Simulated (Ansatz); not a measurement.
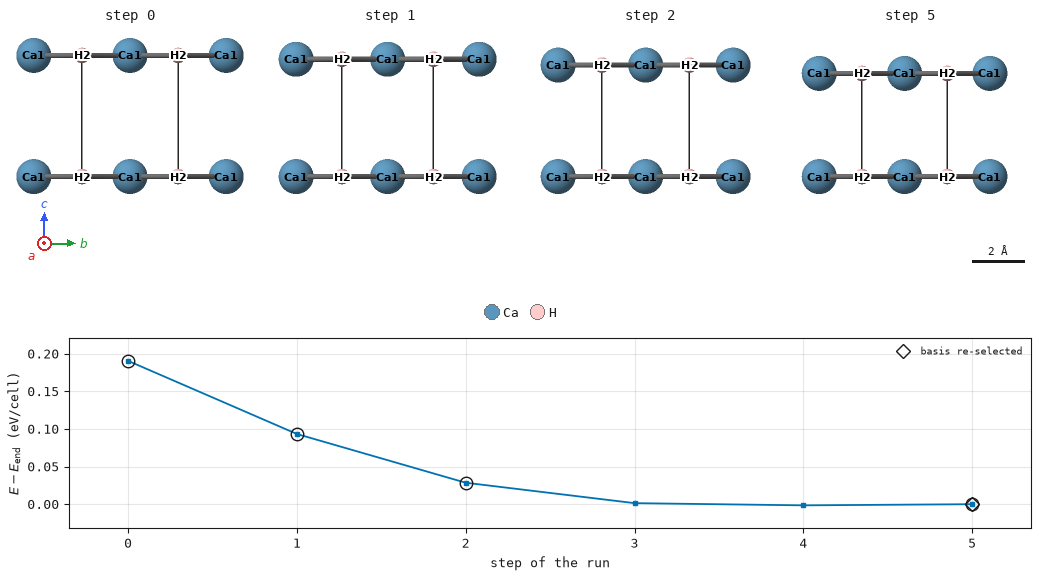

Frames of a relaxation of solid CaH (a generated structure, set up in Pmmm) (coarse preliminary run), marked on the history of the run. Style: ball-and-stick. Shown: the cell of the calculation, along the a axis.

Theory: Ansatz, DFT PBE, scalar-relativistic, plane waves, PAW. Set-up: plane-wave cutoff 420 eV; k-point mesh 6 × 6 × 4; occupations gaussian; smearing width 0.1 eV; no spin polarisation; cell and atoms relaxed; force threshold 0.04 eV/Å; at most 70 steps.

**What happens along the run?**

The atoms keep their places relative to the cell (all moves are under 0.005 Å). The volume changes by −24.5 %, with a 3.314 → 3.310 Å (−0.1 %), b 3.731 → 3.310 Å (−11.3 %), c 4.697 → 3.999 Å (−14.9 %). Some distances before and after: Ca1–Ca1 3.731 → 3.310 Å, Ca1–H2 2.495 → 2.341 Å. Bond angles that change, for instance: Ca1–H2–Ca1 96.8° → 90.0°, H2–Ca1–H2 83.2° → 90.0°, Ca1–H2–Ca1 83.2° → 90.0°. The space group (tolerance 0.01 Å) goes from Pmmm (No. 47) to P4/mmm (No. 123). After 4 accepted moves (5 points after the start) the energy has fallen by 0.191 eV per cell of the calculation. All forces vanish by symmetry, so only the cell relaxes. Pressure: −2.84 GPa at the start and −0.11 GPa at the end. The SCF was repeated once at an unchanged geometry on a basis and grid sized afresh for the cell, which shifted the energy by 1.5 meV per cell of the calculation at most. The run took 13 s on 1 thread of Intel(R) Xeon(R) Platinum 8488C (Sapphire Rapids), with other jobs on the host, peak memory 0.38 GiB. From step 0 to 1: volume −8.9 %, energy −97.2 meV per cell of the calculation. From step 1 to 2: volume −9.3 %, energy −64.8 meV per cell of the calculation. From step 2 to 5: volume −8.7 %, energy −28.5 meV per cell of the calculation.

| step | E − E(0), meV/atom | pressure, GPa | volume, Å³/atom | note |
| --- | --- | --- | --- | --- |
| 0 | 0.00 | -2.84 | 29.033 |  |
| 1 | -48.61 | -1.90 | 26.449 |  |
| 2 | -81.01 | -0.88 | 23.986 |  |
| 3 | -94.57 | -0.08 | 22.287 |  |
| 4 | -96.04 | -0.08 | 21.910 |  |
| 5 | -95.27 | -0.11 | 21.910 | same geometry, new basis |
